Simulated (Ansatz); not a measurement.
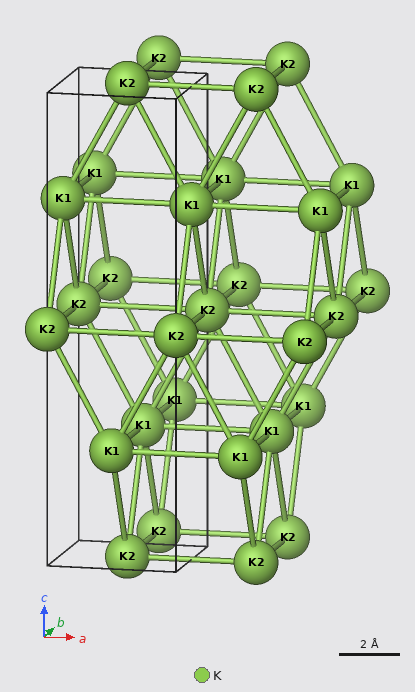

Reference structure: a symmetric starting cell of K. A ball-and-stick model of the conventional cell (2 times the calculation's cell), repeated 2 × 2 × 1 with one cell outlined, seen slightly off an axis. Lengths and directions refer to the drawn axes.

The calculation used DFT PBE, scalar-relativistic, plane waves, PAW (Ansatz 0.2.0). Set-up: plane-wave cutoff 420 eV; k-point mesh 14 × 14 × 14; occupations gaussian; smearing width 0.1 eV; no spin polarisation.

Change: The cell is strained by +0.5 % along c and −2.5 % across it (volume −4.5 %), the atoms keeping their fractional coordinates. No relaxation follows. The starting cell wasn't computed here and needn't be at equilibrium, so pressure and forces aren't due to the change alone.

The input:
```yaml
crystal:
  lattice:
    - [-2.1523542937, 2.1523542937, 8.0840858188]
    - [2.1523542937, -2.1523542937, 8.0840858188]
    - [2.1523542937, 2.1523542937, -8.0840858188]
  atoms:
    - { symbol: K, position: [0.25, 0.75, 0.5] }
    - { symbol: K, position: [0.5, 0.5, 0.0] }
basis:
  ecutwfc: 420
kpoints:
  mp_grid: { grid: [14, 14, 14] }
hamiltonian:
  xc: pbe
scf:
  occupations: { method: gaussian, width: 0.1 }
output:
  forces: true
  stress: true
  eigenvalues: true
```

> Predict the response.

The pressure is 0.1 GPa (not all of it need come from the change, since the unchanged cell can be under pressure at this level too). The principal stresses (compression positive) are 0.0 GPa along c and 0.1 GPa across it. All forces vanish by symmetry. Near-neighbour distances before and after: K–K 4.416 → 4.305 Å, K–K 4.589 → 4.579 Å. The space group stays I4_1/amd (No. 141).

Drawn alike, the variant:

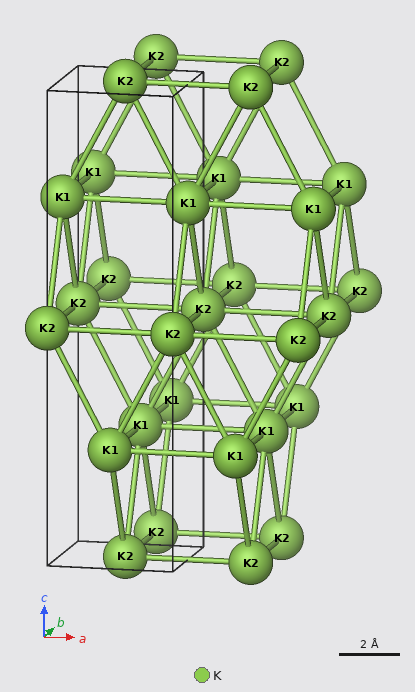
